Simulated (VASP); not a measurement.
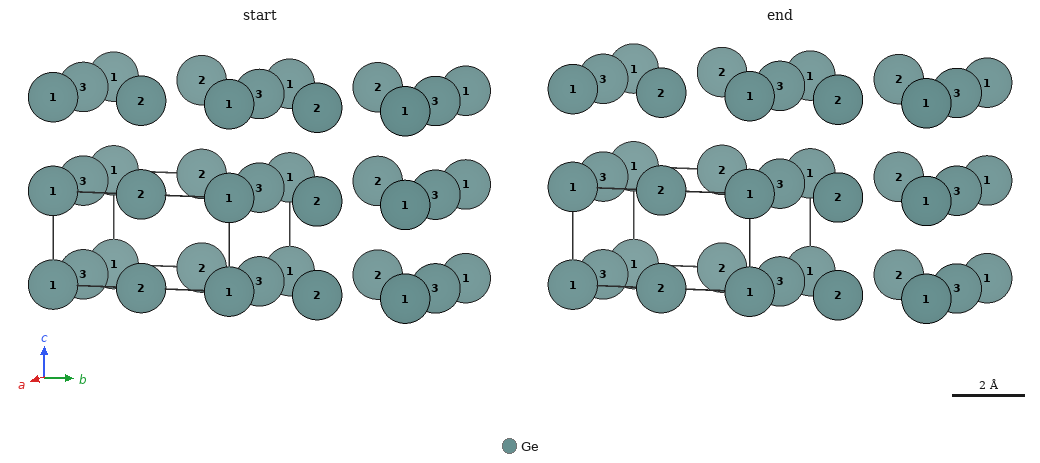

The structure of a crystal of Ge (a generated structure, set up in P4/mmm) before (left) and after (right) a relaxation, at one scale.

Style: spheres-only. Shown: the cell of the calculation, repeated 1 × 2 × 2 with one cell outlined, slightly off an axis.

The run lets cell and atoms move.

Computed with Kohn-Sham DFT of a periodic cell, revPBE with D3(BJ), VASP PAW PBE potentials, recommended in VASP.

Input file:
```
  ALGO = Normal
  EDIFF = 1E-6
  EDIFFG = -0.02
  ENCUT = 600
  GGA = RE
  IBRION = 2
  ISIF = 3
  ISMEAR = -1
  IVDW = 12
  LASPH = T
  LCHARG = F
  LREAL = F
  LWAVE = F
  NELM = 100
  NSW = 40
  PREC = Accurate
  SIGMA = 0.05
```

Run as
```bash
cat potpaw_PBE.64/Ge_d/POTCAR > POTCAR
mpirun -np 1 vasp_std > vasp.out
```

Q: What changed between the two?

A: No atom moves by more than 0.005 Å relative to the cell. The drawn cell changes as follows: a = b 5.241 → 5.262 Å (+0.4 %), c 2.655 → 2.771 Å (+4.3 %); the volume changes by +5.2 %. Among the contacts that change: Ge1–Ge1 2.655 → 2.771 Å, Ge1–Ge2 2.620 → 2.631 Å. The space group stays P4/mmm (No. 123). Over 16 geometry steps the energy falls by 34.3 meV per cell of the calculation. All forces vanish by symmetry, so only the cell relaxes. The pressure goes from 0.16 to −0.04 GPa.
